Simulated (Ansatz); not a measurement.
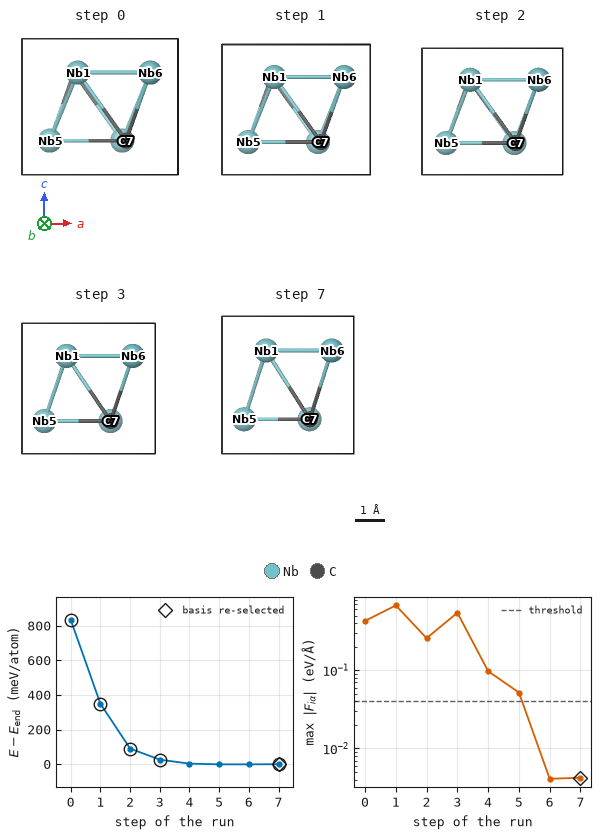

Frames of a relaxation of crystalline Nb$_{3}$C (a generated structure, set up in P6_3/mmc) (coarse preliminary run), marked on the history of the run. A ball-and-stick model of the cell of the calculation, seen along the b axis.

Theory: Ansatz 0.2.0, DFT PBE, scalar-relativistic, plane waves, PAW.

Input file:
```yaml
crystal:
  lattice:
    - [6.30086518, 0.0, 0.0]
    - [-3.15043259, 5.45670931, 0.0]
    - [0.0, 0.0, 4.75855819]
  atoms:
    - { symbol: Nb, position: [0.35710081, 0.17855041, 0.75] }
    - { symbol: Nb, position: [0.82144959, 0.64289919, 0.75] }
    - { symbol: Nb, position: [0.17855041, 0.82144959, 0.25] }
    - { symbol: Nb, position: [0.64289919, 0.82144959, 0.25] }
    - { symbol: Nb, position: [0.17855041, 0.35710081, 0.25] }
    - { symbol: Nb, position: [0.82144959, 0.17855041, 0.75] }
    - { symbol: C, position: [0.66666667, 0.33333333, 0.25] }
    - { symbol: C, position: [0.33333333, 0.66666667, 0.75] }
basis:
  ecutwfc: 420
kpoints:
  mp_grid: { grid: [3, 3, 4] }
hamiltonian:
  xc: pbe
scf:
  occupations: { method: gaussian, width: 0.1 }
  lower_state_search: "off"
output:
  forces: true
  stress: true
  eigenvalues: true
relax:
  adjacent_minimum: "off"
  f_tol: 0.04
  max_steps: 70
  cell: { stress_tol: 0.4 }
```

Command:
```bash
ansatz run input.yaml --threads 1 --pin off --max-ram 2560MiB --backend cpu --events-out ev --progress --plain --runs-dir out
```

**What happens along the run?**

The largest moves relative to the cell, 0.099 Å, are those of Nb1, Nb2, Nb3, Nb4, Nb5 and Nb6. Nb1 goes along [−2 −1 0]. C stays in place. The volume changes by −27.9 %, with a = b 6.301 → 5.322 Å (−15.5 %), c 4.759 → 4.808 Å (+1.0 %). Some distances before and after: Nb1–Nb2 3.375 → 2.680 Å, Nb1–C8 3.153 → 2.661 Å, Nb1–Nb2 (another image) 2.926 → 2.642 Å, Nb1–Nb3 3.075 → 2.859 Å. New bonds form: Nb1–Nb2 (3.38 → 2.68 Å), Nb1–Nb6 (3.38 → 2.68 Å), Nb2–Nb6 (3.38 → 2.68 Å), Nb3–Nb4 (3.38 → 2.68 Å). Among the angles between lasting bonds that change: Nb1–C7–Nb1 109.3° → 115.2°, Nb1–C7–Nb2 60.2° → 55.3°, Nb1–C7–Nb2 146.3° → 148.9°. The space group stays P6_3/mmc (No. 194). Over 6 accepted moves (7 points after the start) the energy falls by 834 meV per atom. Largest force component: 0.43 eV/Å at the start, 0.0042 eV/Å at the end. Pressure: −29.96 GPa at the start and −0.06 GPa at the end. The SCF was repeated once at an unchanged geometry on a basis and grid sized afresh for the cell, which shifted the energy by 1.0 meV per atom at most. From step 0 to 1: Nb atoms move most (0.02 Å), volume −13.6 %, energy −485 meV per atom. From step 1 to 2: Nb atoms move most (0.05 Å), volume −12.5 %, energy −259 meV per atom. From step 2 to 3: Nb atoms move most (0.04 Å), volume −7.8 %, energy −64.2 meV per atom. From step 3 to 7: volume +3.5 %, energy −26.1 meV per atom.

| step | E − E(0), meV/atom | largest force component, eV/Å | pressure, GPa | volume, Å³/atom | note |
| --- | --- | --- | --- | --- | --- |
| 0 | 0.00 | 0.4278 | -29.96 | 20.451 |  |
| 1 | -484.61 | 0.6740 | -22.75 | 17.666 |  |
| 2 | -743.90 | 0.2568 | -8.01 | 15.454 |  |
| 3 | -808.12 | 0.5435 | 6.75 | 14.241 |  |
| 4 | -830.98 | 0.0972 | 3.20 | 14.488 |  |
| 5 | -835.05 | 0.0519 | 0.11 | 14.729 |  |
| 6 | -835.14 | 0.0041 | 0.02 | 14.744 |  |
| 7 | -834.17 | 0.0042 | -0.06 | 14.744 | same geometry, new basis |
